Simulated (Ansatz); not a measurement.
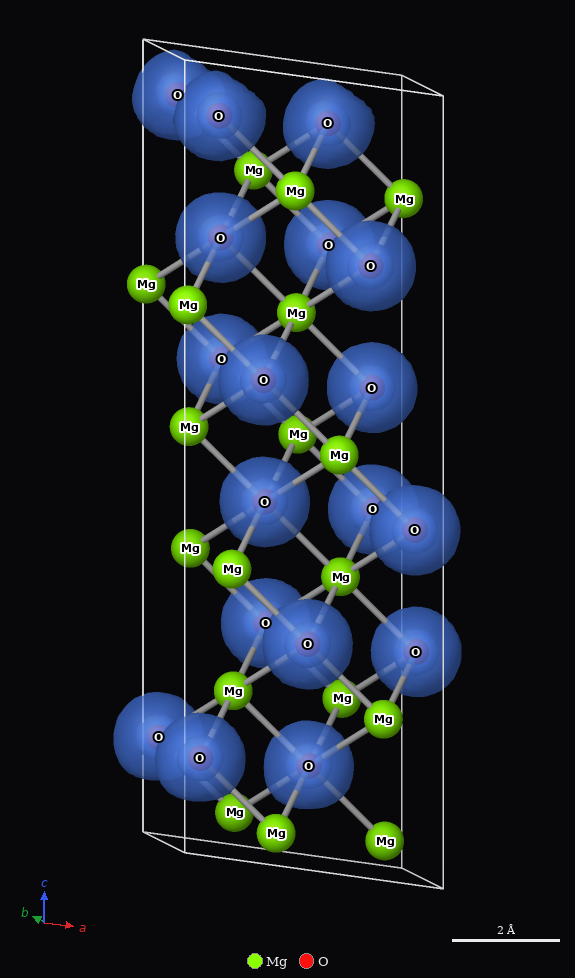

Figure. MgO. Isosurface of the electron localisation function at 0.75 (blue), seen slightly off an axis. Only the valence region is drawn (cores and ρ < 0.01 e/Å³ removed). Sticks mark near contacts.

Space group Cm; a point of a scan over the structure, not its minimum; not relaxed (largest force 1.8 eV/Å); PAW files of the earlier set (soft_1).

Computed with DFT LDA, scalar-relativistic, plane waves, PAW (Ansatz).

Question: What do the ELF domains correspond to?

Answer: The surface consists of twelve regions wrapped around O (the valence shell of each), counted in one cell of 24 atoms. Regions shared between cells count once. Profiles from the grid: Mg–O (1.77 Å): the ELF peaks at about 0.85 in the valence shell of O, 0.6 Å from its nucleus, and falls to about 0.15 next to Mg: a closed-shell, largely ionic contact.
